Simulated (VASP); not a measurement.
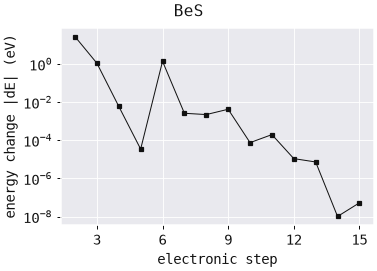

The plot shows the electronic steps of a calculation: energy change |dE|.

BeS (2 atoms in the cell), run with VASP.

INCAR
```
ENCUT = 520.000000
SIGMA = 0.020000
EDIFF = 1.00e-07
GGA = PE
PREC = Accurate
IBRION = -1
ISIF = 2
ISMEAR = -1
NBANDS = 11
NELM = 120
NSW = 0
LASPH = .TRUE.
LCHARG = .FALSE.
LWAVE = .FALSE.
LREAL = .FALSE.
ISPIN = 2
MAGMOM = 3 -3
```

KPOINTS
```
KPOINTS created by Atomic Simulation Environment
0
Gamma
10 10 10
0 0 0
```

POSCAR
```
Be S
 1.0000000000000000
     0.0207398099250001    2.3172971969249998    2.3172971969252236
     2.3172971969249998    0.0207398099250001    2.3172971969252236
     2.3380370069000000    2.3380370069000000    0.0000000000504478
 Be  S
   1   1
Cartesian
  0.0000000000000000  0.0000000000000000  0.0000000000000000
  2.3380370068750000  2.3380370068750000  2.3172971969504470
```

Was self-consistency reached?

It converged, after 15 steps. The energy change falls unevenly and jumps up by a factor of two or more 3 times on the way down, most sharply at step 6 (by about 5 orders of magnitude). The jump at step 6 comes where the charge density, held fixed for the first 5 steps, starts to be updated.

What is the energy change at the start and at the end?

It starts near 30 and ends near 5 × 10⁻⁸ eV.
